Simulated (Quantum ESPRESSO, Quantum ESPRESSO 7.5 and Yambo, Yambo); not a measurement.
# Quasiparticle gap of GaP (F-43m) in Yambo

Wanted: ground state, empty states, screening and self-energy for GaP (F-43m).

Calculated with Quantum ESPRESSO 7.5 and Yambo 5.3.0; PBE and many-body steps on it, plane waves.

**Experimental background.**

- Gap 2.25 ± 0.04 eV: optical gap from Tauc plot (fundamental, indirect); spectroscopic ellipsometry, Tauc-Lorentz fit and Tauc plot; 300 K; film (GaP layer on Si reference sample) on Si (“Assessment of GaPSb/Si tandem material association properties for photoelectrochemical cells”, 2020, arxiv:2002.02774).

Report form: the programs' logs are mostly left out.

## Step 1: The starting structure

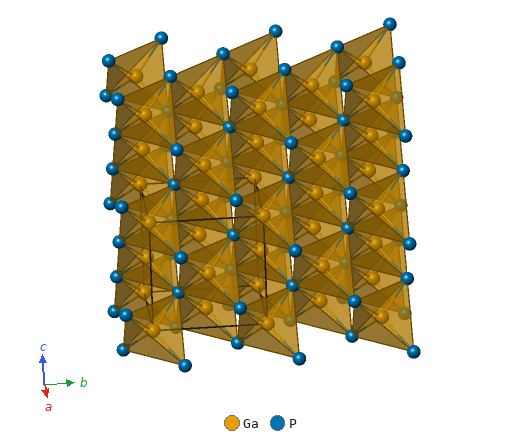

The starting structure, seen slightly off an axis (gallium orange, phosphorus blue). 1×2×2 cells are drawn. This picture shows the conventional cell, with its axes. Some periodic images of atoms are drawn too.

The cell and positions come from the Crystallography Open Database and are kept as given unless a step says otherwise.

## Step 2: Ground state

This step: Quantum ESPRESSO 7.5; DFT, PBE, plane waves, norm-conserving pseudopotentials.

The ground-state density comes first.

File pw.in:

```
&control
  calculation = 'scf'
  prefix = 'x'
  outdir = 'o'
  pseudo_dir = 'pseudo'
/
&system
  ibrav = 0
  nat = 2
  ntyp = 2
  ecutwfc = 104.0
  nbnd = 18
  force_symmorphic = .true.
/
&electrons
  conv_thr = 1e-10
  electron_maxstep = 80
  mixing_beta = 0.5
/
ATOMIC_SPECIES
  Ga 69.723 Ga.upf
  P 30.974 P.upf
CELL_PARAMETERS angstrom
  0.0000000000 2.7252500000 2.7252500000
  2.7252500000 0.0000000000 2.7252500000
  2.7252500000 2.7252500000 0.0000000000
ATOMIC_POSITIONS crystal
  Ga 0.0000000000 0.0000000000 0.0000000000
  P 0.2500000000 0.2500000000 0.2500000000
K_POINTS automatic
  6 6 6 0 0 0
```

Command:

```sh
OMP_NUM_THREADS=1 mpirun -n 4 pw.x -nk 4 -in pw.in > pw.out
```

Wall time 7.6 s (4 MPI ranks of Arm Neoverse V1, shared host); peak memory 0.29 GiB.

This step gave:

* total energy: -6946.6263 eV
* gap: 1.653 eV
* k of the valence top: 0, 0, 0
* k of the conduction bottom: 0, -0.5, -0.5
* least direct gap: 1.818 eV

The gap is indirect, with the least direct gap 0.16 eV higher.

## Step 3: Bands along the symmetry lines

Levels along a band path, at the cheap level, show where the edges lie and whether the meshes to come will hold them.

File pw.in:

```
&control
  calculation = 'bands'
  prefix = 'x'
  outdir = 'o'
  pseudo_dir = 'pseudo'
/
&system
  ibrav = 0
  nat = 2
  ntyp = 2
  ecutwfc = 104.0
  nbnd = 19
  force_symmorphic = .true.
/
&electrons
  conv_thr = 1e-9
  electron_maxstep = 80
  diago_full_acc = .true.
  diago_thr_init = 5e-6
/
ATOMIC_SPECIES
  Ga 69.723 Ga.upf
  P 30.974 P.upf
CELL_PARAMETERS angstrom
  0.0000000000 2.7252500000 2.7252500000
  2.7252500000 0.0000000000 2.7252500000
  2.7252500000 2.7252500000 0.0000000000
ATOMIC_POSITIONS crystal
  Ga 0.0000000000 0.0000000000 0.0000000000
  P 0.2500000000 0.2500000000 0.2500000000
K_POINTS crystal
  50
  0.00000000 0.00000000 0.00000000 1
  -0.06250000 -0.06250000 0.00000000 1
  -0.12500000 -0.12500000 0.00000000 1
  -0.18750000 -0.18750000 0.00000000 1
  -0.25000000 -0.25000000 0.00000000 1
  -0.31250000 -0.31250000 0.00000000 1
  -0.37500000 -0.37500000 0.00000000 1
  -0.43750000 -0.43750000 0.00000000 1
  -0.50000000 -0.50000000 0.00000000 1
  -0.48437500 -0.48437500 0.03125000 1
  -0.46875000 -0.46875000 0.06250000 1
  -0.45312500 -0.45312500 0.09375000 1
  -0.43750000 -0.43750000 0.12500000 1
  -0.42187500 -0.42187500 0.15625000 1
  -0.40625000 -0.40625000 0.18750000 1
  -0.39062500 -0.39062500 0.21875000 1
  -0.37500000 -0.37500000 0.25000000 1
  -0.37500000 0.00000000 0.37500000 1
  -0.32812500 0.00000000 0.32812500 1
  -0.28125000 0.00000000 0.28125000 1
  -0.23437500 0.00000000 0.23437500 1
  -0.18750000 0.00000000 0.18750000 1
  -0.14062500 0.00000000 0.14062500 1
  -0.09375000 0.00000000 0.09375000 1
  -0.04687500 0.00000000 0.04687500 1
  0.00000000 0.00000000 0.00000000 1
  0.00000000 0.00000000 0.06250000 1
  0.00000000 0.00000000 0.12500000 1
  0.00000000 0.00000000 0.18750000 1
  0.00000000 0.00000000 0.25000000 1
  0.00000000 0.00000000 0.31250000 1
  0.00000000 0.00000000 0.37500000 1
  0.00000000 0.00000000 0.43750000 1
  -0.00000000 -0.00000000 0.50000000 1
  -0.06250000 -0.03125000 0.46875000 1
  -0.12500000 -0.06250000 0.43750000 1
  -0.18750000 -0.09375000 0.40625000 1
  -0.25000000 -0.12500000 0.37500000 1
  -0.31250000 -0.15625000 0.34375000 1
  -0.37500000 -0.18750000 0.31250000 1
  -0.43750000 -0.21875000 0.28125000 1
  -0.50000000 -0.25000000 0.25000000 1
  -0.50000000 -0.28125000 0.21875000 1
  -0.50000000 -0.31250000 0.18750000 1
  -0.50000000 -0.34375000 0.15625000 1
  -0.50000000 -0.37500000 0.12500000 1
  -0.50000000 -0.40625000 0.09375000 1
  -0.50000000 -0.43750000 0.06250000 1
  -0.50000000 -0.46875000 0.03125000 1
  -0.50000000 -0.50000000 0.00000000 1
```

Run time: 5.9 s. Hardware: 4 MPI ranks; peak memory 0.24 GiB; 23 s of CPU time.

This step gave:

* gap: 1.594 eV
* k of the valence top: 0, 0, 0
* k of the conduction bottom: -0.4375, -0.4375, 0
* least direct gap: 1.818 eV

The gap is 1.594 eV, −0.059 eV from the run before at this level.

The electronic bands at the labelled points (eV, zero at the top of the highest filled band):

```tsv
point	band 10	band 11	band 12	band 13	band 14	band 15	band 16	band 17
Γ	-12.49	0.00	0.00	0.00	1.82	3.89	3.89	3.89
X	-9.53	-6.75	-2.68	-2.68	1.65	1.82	10.58	10.58
U	-9.56	-6.55	-3.94	-2.25	2.19	4.80	8.23	8.26
jump to K	-9.56	-6.55	-3.94	-2.25	2.19	4.80	8.23	8.26
Γ	-12.49	0.00	0.00	0.00	1.82	3.89	3.89	3.89
L	-10.43	-6.63	-1.12	-1.12	1.67	4.72	4.72	8.28
W	-9.44	-6.55	-3.57	-3.42	4.70	4.86	6.10	6.15
X	-9.53	-6.75	-2.68	-2.68	1.65	1.82	10.58	10.58
```

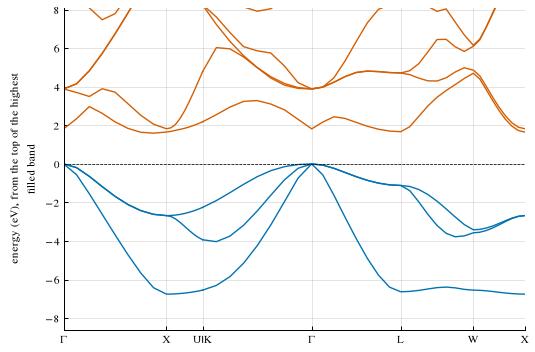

Electronic bands along the path; lines of filled and empty bands in two colours.

## Step 4: Empty states on the mesh, 4×4×4 mesh, 141 bands

The sums over transitions need many empty states on a uniform mesh; this step solves for them.

File pw.in:

```
&control
  calculation = 'nscf'
  prefix = 'x'
  outdir = 'o'
  pseudo_dir = 'pseudo'
/
&system
  ibrav = 0
  nat = 2
  ntyp = 2
  ecutwfc = 104.0
  nbnd = 141
  force_symmorphic = .true.
/
&electrons
  conv_thr = 1e-9
  electron_maxstep = 80
  diago_full_acc = .true.
  diago_thr_init = 5e-6
/
ATOMIC_SPECIES
  Ga 69.723 Ga.upf
  P 30.974 P.upf
CELL_PARAMETERS angstrom
  0.0000000000 2.7252500000 2.7252500000
  2.7252500000 0.0000000000 2.7252500000
  2.7252500000 2.7252500000 0.0000000000
ATOMIC_POSITIONS crystal
  Ga 0.0000000000 0.0000000000 0.0000000000
  P 0.2500000000 0.2500000000 0.2500000000
K_POINTS automatic
  4 4 4 0 0 0
```

The job ended after 12 s (4 MPI ranks; peak memory 0.44 GiB; 48 s of CPU time).

This step gave:

- gap: 1.653 eV
- k of the valence top: 0, 0, 0
- k of the conduction bottom: 0, -0.5, -0.5
- least direct gap: 1.818 eV
- k points computed: 8
- lowest point of the top converged band, above the valence top: 110.8948 eV

On this mesh the gap is 1.653 eV.

## Step 5: Conversion and set-up

This step: Yambo 5.3.0; conversion and set-up on PBE, plane waves, norm-conserving pseudopotentials.

The states are converted to the many-body program's format and the q mesh is built.

Command:

```sh
(cd o/x.save; p2y > p2y.log; mv SAVE ../..); yambo > setup.log
```

Run time: 3.1 s. Hardware: 1 MPI rank; peak memory 0.25 GiB.

## Step 6: Screening and self-energy, 4×4×4 mesh, 141 bands, screening to 210.9 eV

G0W0 replaces the xc potential by the self-energy, built once from these orbitals. Only a window of levels is corrected, while the sums run over the empty bands that the input names.

This step: G0W0 on PBE, plane waves, norm-conserving pseudopotentials.

File gw1.in:

```
HF_and_locXC
gw0
dyson
ppa
em1d
rim_cut
RandQpts= 1000000
RandGvec= 1 RL
EXXRLvcs= 104 Ry
VXCRLvcs= 416 Ry
Chimod= "HARTREE"
% BndsRnXp
 1 | 141 |
%
NGsBlkXp= 15.5 Ry
% LongDrXp
 1 | 1 | 1 |
%
% GbndRnge
 1 | 141 |
%
DysSolver= "n"
ExtendOut
PPAPntXp= 27.21138 eV
% QPkrange
 1 | 8 | 10 | 17 |
%
```

Command:

```sh
OMP_NUM_THREADS=1 mpirun -n 4 yambo -F gw1.in -J gw1 -C gw1 > gw1.log
```

The job ended after 11 min (4 MPI ranks; peak memory 1.9 GiB).

This step gave:

* G0W0 gap on the mesh: 2.285 eV
* starting gap on the mesh: 1.653 eV
* k of the valence top: 0, 0, 0
* k of the conduction bottom: 0, -0.5, -0.5
* least direct G0W0 gap on the computed points: 2.691 eV
* Z at the valence top: 0.7842
* Z at the conduction bottom: 0.8088

The gap on the mesh goes from 1.65 eV to 2.29 eV, a correction of +0.63 eV.

Limits: finite bands, cutoff and mesh; no spin-orbit coupling; coarse k mesh. v1 is the top filled band, c1 the lowest empty one. Levels before and after the correction, in eV, zero at the valence-band top of each column:

```tsv
	conduction bottom	valence top
Kohn-Sham	1.65	0.00
G0W0	2.29	0.00
```

```tsv
	level	energy (eV)
Kohn-Sham	Γ v3-v1	0.000
Kohn-Sham	Γ c1	1.818
Kohn-Sham	Γ c2-c3	3.887
Kohn-Sham	(0 -0.5 -0.5) v3	-6.754
Kohn-Sham	(0 -0.5 -0.5) v2-v1	-2.683
Kohn-Sham	(0 -0.5 -0.5) c1	1.653
Kohn-Sham	(0 -0.5 -0.5) c2	1.825
Kohn-Sham	(0 -0.5 -0.5) c3	10.577
G0W0	Γ v3-v1	0.000
G0W0	Γ c1	2.691
G0W0	Γ c2-c3	4.815
G0W0	(0 -0.5 -0.5) v3	-6.800
G0W0	(0 -0.5 -0.5) v2-v1	-2.776
G0W0	(0 -0.5 -0.5) c1	2.285
G0W0	(0 -0.5 -0.5) c2	2.582
G0W0	(0 -0.5 -0.5) c3	11.473
```

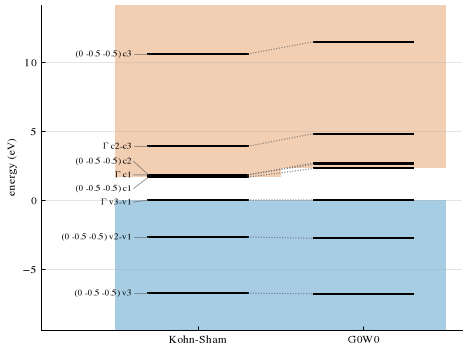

Levels before and after the correction. Shaded: valence and conduction bands.

## Step 7: Where the time went

Times are wall times on the hardware named with each run, good to a factor of about two.

```tsv
step	time	share	memory (GiB)
ground state	7.6 s	1 %	0.29
bands along the symmetry lines	5.9 s	1 %	0.24
empty states on the mesh	12 s	2 %	0.44
conversion and set-up	3.1 s	0 %	0.25
screening and self-energy	11 min	96 %	1.9
```

## Step 8: Outcome

| Quantity | Value |
| --- | --- |
| PBE gap | 1.59 eV, indirect |
| G0W0 gap on the mesh | 2.29 eV |
| G0W0 gap over the zone (rigid shift) | 2.23 eV |
| GW settings | 4×4×4 mesh, 141 bands, screening to 210.9 eV, Godby-Needs plasmon pole |
| known limits | not at the basis limit; no spin-orbit coupling; coarse k mesh |

G0W0 moves the gap on the mesh from 1.65 eV to 2.29 eV (+0.63 eV), with Z of 0.78 and 0.81 at the edges. The mesh misses the band edges by 0.06 eV in all; a rigid shift gives 2.23 eV for the zone. The dearest step here is «screening and self-energy». Against experiment, by G0W0@PBE: the gap of 2.23 eV lies −0.02 eV from the measured 2.25 ± 0.04 eV (indirect, 300 K, on Si, 2020). The calculation has static nuclei and no excitons; a measured gap holds zero-point and thermal motion, which mostly lowers it. Bands and cutoff are finite, so the gap is not at the basis limit. The miss can reach some tenths of an eV and take either sign; the mesh is an error of its own. A denser mesh or path gives a starting gap of 1.59 eV: the GW mesh misses a band edge, so its gaps are not the fundamental one. The 4×4×4 mesh is coarse for this cell, which bears on the long-range parts of exchange and screening. The many-body steps are scalar-relativistic: spin-orbit coupling is not in them.

[Paths, hosts, dates, memory and timing lines, banners, echoed tables and standing remarks are left out of the program output.]

[Logs are printed without paths, hosts, clocks, repeated set-up lines and the standing remarks that a program may print on its own settings, such as how far it seeks lower states.]

[Runs of the session that timed out or met a known fault of the program may be left out.]

[Hosts, paths, dates, database ids (printed as entryN), source tags and the programs' standing remarks are cut or masked in the printed files.]
